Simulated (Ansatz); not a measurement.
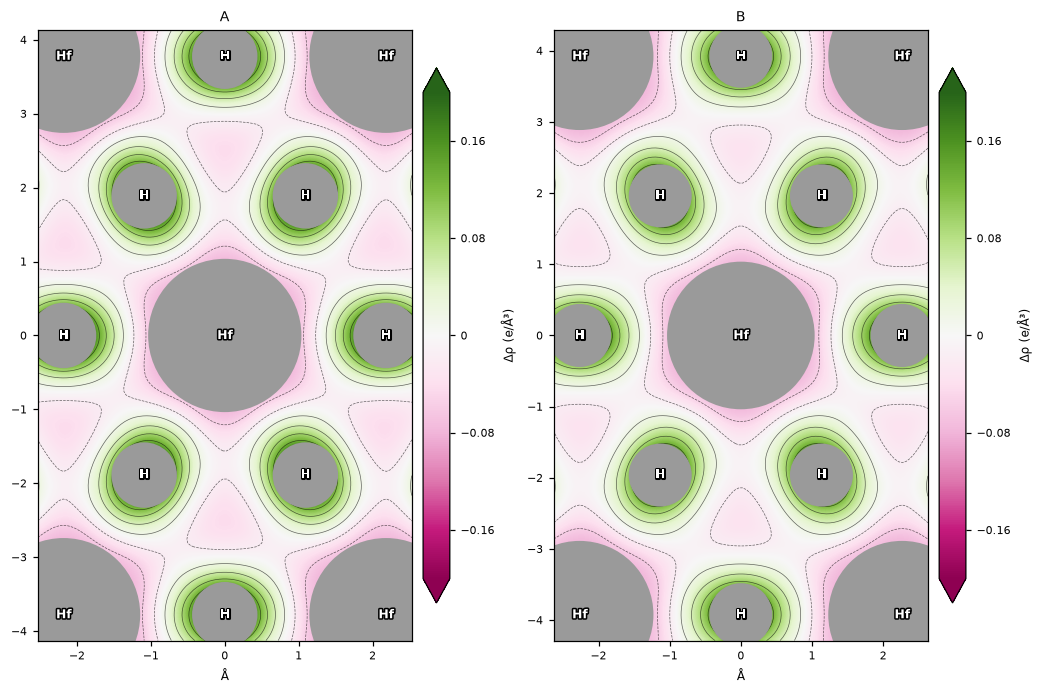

HfH3: deformation density on the (111) plane of the conventional cell at two volumes, with the same fractional coordinates and one colour scale. Grey discs cover the cores.

Space group Pm-3m. The cell comes from a database of computed structures, not from a measurement.

These are results of DFT r2SCAN, scalar-relativistic, plane waves, PAW (Ansatz 0.2.0), not measurements.

Question: How do the two volumes compare, and how does the bonding charge respond?

Answer: B is the larger cell: B has 112 % of the volume of A. The pressure is −2 GPa in A and −14 GPa in B. Bader charges in A: Hf +1.63 and H −0.54 e; in B: Hf +1.66 and H −0.55 e. The rearranged charge is 0.16 e an atom in A and 0.16 e in B.
